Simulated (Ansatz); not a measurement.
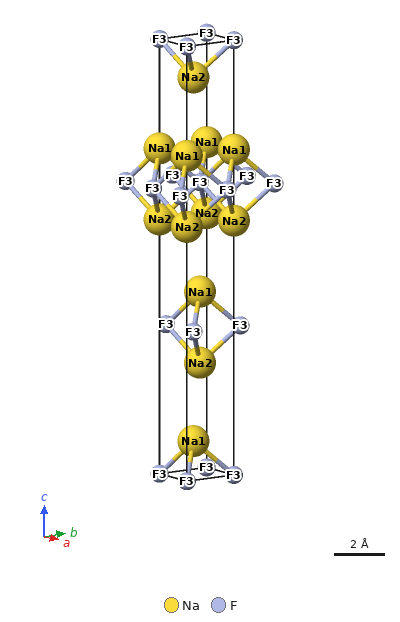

The structure as given in the input (ball-and-stick view of the cell 3 times as large as that of the calculation, set on its symmetry axes, seen slightly off an axis; bonded neighbours outside the cell are drawn too; atoms are numbered from 1 in the order of the input). Near neighbours in the crystal (not all of them lie inside the picture): Na has 3 F at 2.30 Å; F has 6 Na at 2.30 Å.

# Na2F: a changed input and its effect

System: Na2F (R3m, 3 atoms in the cell).
Method of the first run: DFT PBE, scalar-relativistic, plane waves, PAW, spin-polarised (Ansatz 0.2.0).

The structure was made by swapping elements on the sites of another compound; it need not be a known phase. Text and figures count atoms from 1; the logs count them from 0 in places.

### Input, the first run
```yaml
crystal:
  lattice:
    - [1.5358767231, 0.8867388395, 5.9466821961]
    - [-1.5358767231, 0.8867388395, 5.9466821961]
    - [0.0, -1.773477679, 5.9466821961]
  atoms:
    - { symbol: Na, position: [0.7484, 0.7484, 0.7484] }
    - { symbol: Na, position: [0.5849, 0.5849, 0.5849] }
    - { symbol: F, position: [0.0, 0.0, 0.0], spin: 1.0 }
basis:
  ecutwfc: 420
kpoints:
  mp_grid: { grid: [6, 6, 6] }
hamiltonian:
  xc: pbe
scf:
  occupations: { method: gaussian, width: 0.1 }
  lower_state_search: "off"
output:
  forces: true
  stress: true
  eigenvalues: true
  populations: true
magnetization:
  spin_polarized: true
```

Command:
```bash
ansatz run input.yaml --threads 1 --pin off --max-ram 2560MiB --backend cpu --events-out ev --progress --plain --runs-dir out
```

Hardware: 1 thread of Intel Xeon (Sapphire Rapids), 192 GiB of memory available, shared host.

### Output, shortened to warnings, some set-up lines, iterations and results (the first run)
```
WARN: the starting moments were not kept: the SCF closed with an absolute magnetisation of 1.1e-5 μB, where they sum to 1 μB in size (1 site). That is at most 0.1 of that sum. Measured as dr2_m measures the in/out step, that magnetisation stands 1.2e-11 eV from none, at or under the dr2_threshold of 1.0e-7 eV: it is no larger than a step whose dr2_m would equal this threshold. The system may hold …
Basis set: ecut = 420 eV, 967 PW (Γ), FFT grids on a1−a3, a2−a3, a3, exchange–correlation on 48×48×90 points (8 copies of the dense FFT grid, shifted against one another)
Symmetry: 6 space group operations
k-points: 32 of 216 (time reversal used)
Initial density: superposition of atomic densities (chi_scale 0.1, normalization cell, long waves kept (reshape's long-wave potential 0.84 eV rms))
[...]
SCF iter   1: F=—  HF=-3795.180997 eV  |F-HF|=—  |Δ(HF+E_count)|=         —  Δρ=1.92e-1 (↑1.92e-1 ↓1.88e-1)  dr2=9.78e1  dr2_m=7.85e-2  M=0.960 μB ∫|m|=1.159 μB  β_m=1.00  …
SCF iter   2: F=—  HF=-3784.258143 eV  |F-HF|=—  |Δ(HF+E_count)|=    1.09e1  Δρ=6.29e-2 (↑5.14e-2 ↓6.29e-2)  dr2=3.01e0  dr2_m=9.09e-1  M=0.043 μB ∫|m|=0.216 μB  β_m=0.30  …
SCF iter   3: F=—  HF=-3783.528569 eV  |F-HF|=—  |Δ(HF+E_count)|=   7.30e-1  Δρ=4.33e-2 (↑3.55e-2 ↓4.33e-2)  dr2=1.11e0  dr2_m=5.23e-1  M=0.024 μB ∫|m|=0.153 μB  β_m=0.30  …
SCF iter   4: F=—  HF=-3783.171409 eV  |F-HF|=—  |Δ(HF+E_count)|=   3.57e-1  Δρ=2.78e-2 (↑2.78e-2 ↓2.48e-2)  dr2=3.00e-2  dr2_m=2.97e-1  M=0.012 μB ∫|m|=0.104 μB  β_m=0.30  …
SCF iter   5: F=—  HF=-3783.208812 eV  |F-HF|=—  |Δ(HF+E_count)|=   3.74e-2  Δρ=1.93e-2 (↑1.89e-2 ↓1.93e-2)  dr2=2.82e-3  dr2_m=1.62e-1  M=0.010 μB ∫|m|=0.080 μB  β_m=0.30  …
[... 6 lines ...]
SCF iter  12: F=-3783.266950 eV  HF=-3783.266949 eV  |F-HF|=3.91e-7  |Δ(HF+E_count)|=   1.03e-6  Δρ=1.35e-5 (↑1.35e-5 ↓1.32e-5)  dr2=5.28e-9  dr2_m=7.64e-8  M=0.002 μB …
SCF iter  13: F=-3783.266950 eV  HF=-3783.266950 eV  |F-HF|=8.63e-8  |Δ(HF+E_count)|=   1.08e-6  Δρ=6.84e-6 (↑6.84e-6 ↓6.81e-6)  dr2=8.41e-9  dr2_m=1.80e-8  M=0.001 μB …
SCF iter  14: F=-3783.266951 eV  HF=-3783.266951 eV  |F-HF|=4.41e-9  |Δ(HF+E_count)|=   3.22e-7  Δρ=1.73e-6 (↑1.59e-6 ↓1.73e-6)  dr2=7.22e-10  dr2_m=1.12e-9  M=0.000 μB …
SCF iter  15: F=-3783.266951 eV  HF=-3783.266951 eV  |F-HF|=2.87e-10  |Δ(HF+E_count)|=   1.75e-8  Δρ=2.53e-7 (↑2.49e-7 ↓2.53e-7)  dr2=3.65e-10  dr2_m=5.58e-12  M=0.000 μB …
SCF 1 converged in 15 iterations: F = -3783.266951 eV  dr2 = 3.65e-10
SCF converged after 15 iterations
Magnetization: 0.0000 μB (12.5000 up, 12.5000 down)
Absolute magnetization: 0.0000 μB (∫|ρ↑−ρ↓|, with the PAW one-centre terms)
Spin contamination: 0.0000 ħ² per cell (⟨S²⟩ above its minimum at these occupations)
Per-site moments (μB) at R_I (Å): [(4.572481232871894e-7, 0.9470766343163719), (5.034561255130297e-7, 0.947232440803728), (5.799097230880547e-7, 0.9470766343163719)]
Free energy (F): -3783.266951 eV
Harris-Foulkes:  -3783.266951 eV  (|F-HF|=2.87e-10)
Internal energy: -3783.263258 eV  (E = F + TS)
E sigma→0 (E₀):  -3783.265104 eV
Entropy (-TS):   -0.003693 eV (-1.231 meV/atom)
Fermi energy:    5.157878 eV
--- Per-component energies (eV) ---
  E_band       = -461.501523
  E_kinetic    = 451.057330
  E_local      = -3290.418921  (includes V_loc(G=0)·N_el)
  E_nonlocal   = 304.282797
  E_hartree    = 1211.773896
  E_xc         = -159.375868
  E_vxc        = -204.580111  (∫ρ·V_xc dr)
  E_paw        = -726.773622  (= ΣΔE_a)
  E_vpaw       = -145.392539  (= ΣTr[D̂ρ^β])
  E_aug_tail   = 0.002039  (compensation charges beyond the density's cutoff)
  E_ewald      = -1573.810909
  E_smearing   = -0.003693  (= −TS)
  E_closure    = 0.000000  (closes the sum)
  Σ components = -3783.266951   (vs F -3783.266951, Δ=0.00e0)
--- Forces (eV/Å), atoms counted from 1 ---
  atom   1  Na    -0.00000000     0.00000000    -0.06037927
  atom   2  Na     0.00000000     0.00000000     0.06568967
  atom   3  F      0.00000000    -0.00000000    -0.00525433
  max |Σ_I F_I| component: 5.61e-5 eV/Å
--- Stress (GPa, compression-positive) ---
        7.826739       0.000000       0.000000
        0.000000       7.826739      -0.000000
        0.000000      -0.000000       2.430258
  P = ⅓ Tr σ = 6.0279 GPa (60.279 kbar)
--- Löwdin populations: 3 sites ---
  site symbol       q [e]    m [muB]
     0     Na      8.5383     0.0000
     1     Na      8.5390     0.0000
     2      F      7.7865     0.0000
  spilling = 0.005445 (of n_electrons = 25.000000)
```

The input of the second run differs as follows (lines with − go, lines with + come):
```diff
-    - { symbol: F, position: [0.0, 0.0, 0.0], spin: 1.0 }
+    - { symbol: F, position: [0.0, 0.0, 0.0] }
-  populations: true
-magnetization:
-  spin_polarized: true
```

Predict how the results change.

The energy is the same within 0.01 meV per atom. The SCF takes 6 iterations against 15. The two runs start from different initial densities, which also moves the count.

### Output, shortened to warnings, some set-up lines, iterations and results (the second run)
```
Basis set: ecut = 420 eV, 967 PW (Γ), FFT grids on a1−a3, a2−a3, a3, exchange–correlation on 48×48×90 points (8 copies of the dense FFT grid, shifted against one another)
Symmetry: 6 space group operations
k-points: 32 of 216 (time reversal used)
Initial density: superposition of atomic densities (neutral atoms: chi_scale 0, normalization atom), corrected by the library's trained network
[...]
SCF iter   1: F=—  HF=-3783.267579 eV  |F-HF|=—  |Δ(HF+E_count)|=         —  Δρ=1.24e-3  dr2=6.58e-4  ethr=1.77e-3  ⟨swp⟩=5.1  Hψ=2550  notcnv=0
SCF iter   2: F=—  HF=-3783.267073 eV  |F-HF|=—  |Δ(HF+E_count)|=   5.07e-4  Δρ=1.14e-3  dr2=3.83e-4  ethr=2.63e-6  ⟨swp⟩=2.2  Hψ=1185  notcnv=0
SCF iter   3: F=—  HF=-3783.266975 eV  |F-HF|=—  |Δ(HF+E_count)|=   9.81e-5  Δρ=3.75e-4  dr2=3.94e-5  ethr=1.53e-6  ⟨swp⟩=2.0  Hψ=845  notcnv=0
SCF iter   4: F=—  HF=-3783.266951 eV  |F-HF|=—  |Δ(HF+E_count)|=   2.42e-5  Δρ=6.34e-5  dr2=1.59e-6  ethr=1.58e-7  ⟨swp⟩=2.0  Hψ=640  notcnv=0
SCF iter   5: F=-3783.266951 eV  HF=-3783.266951 eV  |F-HF|=1.74e-8  |Δ(HF+E_count)|=   1.87e-7  Δρ=1.13e-5  dr2=5.36e-8  ethr=6.35e-9  ⟨swp⟩=2.1  Hψ=676  notcnv=0
SCF iter   6: F=-3783.266951 eV  HF=-3783.266951 eV  |F-HF|=5.45e-10  |Δ(HF+E_count)|=  7.28e-10  Δρ=2.60e-6  dr2=2.47e-9  ethr=2.14e-10  ⟨swp⟩=3.2  Hψ=2105  notcnv=0
SCF 1 converged in 6 iterations: F = -3783.266951 eV  dr2 = 2.47e-9
SCF converged after 6 iterations
Free energy (F): -3783.266951 eV
Harris-Foulkes:  -3783.266951 eV  (|F-HF|=5.45e-10)
Internal energy: -3783.263258 eV  (E = F + TS)
E sigma→0 (E₀):  -3783.265104 eV
Entropy (-TS):   -0.003693 eV (-1.231 meV/atom)
Fermi energy:    5.157841 eV
--- Per-component energies (eV) ---
  E_band       = -461.501823
  E_kinetic    = 451.057197
  E_local      = -3290.419189  (includes V_loc(G=0)·N_el)
  E_nonlocal   = 304.282949
  E_hartree    = 1211.774031
  E_xc         = -159.375811
  E_vxc        = -204.580038  (∫ρ·V_xc dr)
  E_paw        = -726.773564  (= ΣΔE_a)
  E_vpaw       = -145.392753  (= ΣTr[D̂ρ^β])
  E_aug_tail   = 0.002039  (compensation charges beyond the density's cutoff)
  E_ewald      = -1573.810909
  E_smearing   = -0.003693  (= −TS)
  E_closure    = -0.000000  (closes the sum)
  Σ components = -3783.266951   (vs F -3783.266951, Δ=0.00e0)
--- Forces (eV/Å), atoms counted from 1 ---
  atom   1  Na    -0.00000000     0.00000000    -0.06038723
  atom   2  Na     0.00000000     0.00000000     0.06568907
  atom   3  F      0.00000000    -0.00000000    -0.00533457
  max |Σ_I F_I| component: 3.27e-5 eV/Å
--- Stress (GPa, compression-positive) ---
        7.826797       0.000000       0.000000
        0.000000       7.826797      -0.000000
        0.000000      -0.000000       2.430263
  P = ⅓ Tr σ = 6.0280 GPa (60.280 kbar)
```

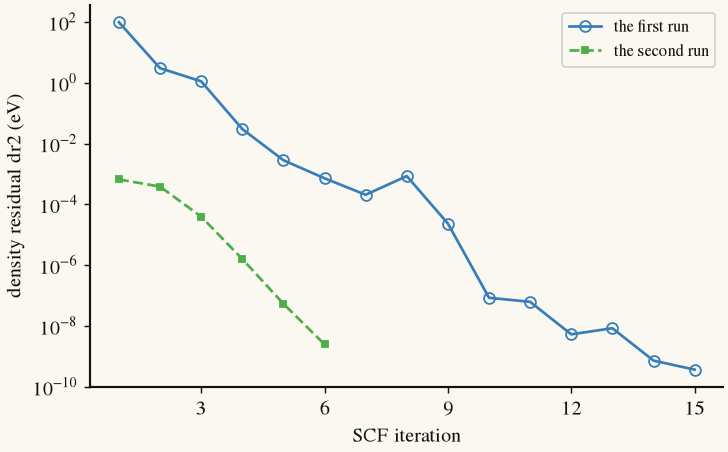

Convergence of the two runs: density residual dr2 against the SCF iteration. The first run takes 15 iterations in all, and the second run takes 6.

### The two runs side by side

| quantity | the first run | the second run |
| --- | --- | --- |
| outcome | converged | converged |
| free energy per atom (eV) | −1261.0890 | −1261.0890 |
| energy per atom, smearing taken to zero (eV) | −1261.0884 | −1261.0884 |
| gap on the mesh (eV) | 0.00 | 0.00 |
| net moment of the cell (μB) | 0.00 | – |
| absolute moment of the cell (μB) | 0.00 | – |
| pressure (GPa) | 6.03 | 6.03 |
| largest force (eV/Å) | 0.066 | 0.066 |
| SCF iterations | 15 | 6 |
| irreducible k-points | 32 | 32 |
| plane waves at Γ | 967 | 967 |
| wall time (shared host) | 7.3 s | 1.5 s |

For the first run: Warnings: some starting moments were not kept. For the second run: The cell holds an odd number of electrons but the run has no spin polarisation, so it comes out as a metal.
